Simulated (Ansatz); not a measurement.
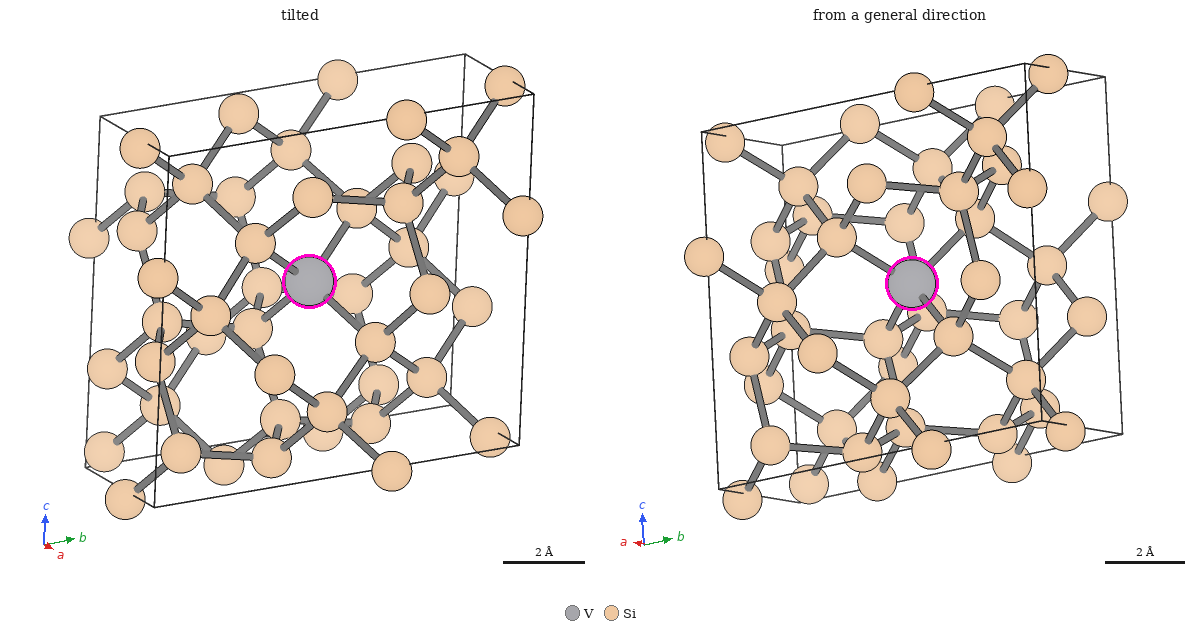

Ball-and-stick drawing of the structure, looking slightly off an axis and from a general direction. The edges of the supercell are marked. The host is Si, in a cell of 36 sites, and the cell carries a charge of +1. A ring marks the defect's site.

What imperfection does the supercell contain?

Vanadium on a silicon site (a substitutional impurity). It is bonded to four Si in a tetrahedral arrangement at about 2.4 Å.

Run with DFT PBE, scalar-relativistic, plane waves, PAW in Ansatz and these settings: a basis cut at 420 eV, 2×2×2 k-points, Gaussian smearing of 0.02 eV, collinear spins.

Is the defect spin-polarised?

No net moment.

The atoms were relaxed in the host's cell with DFT PBE, scalar-relativistic, plane waves, PAW (Ansatz).
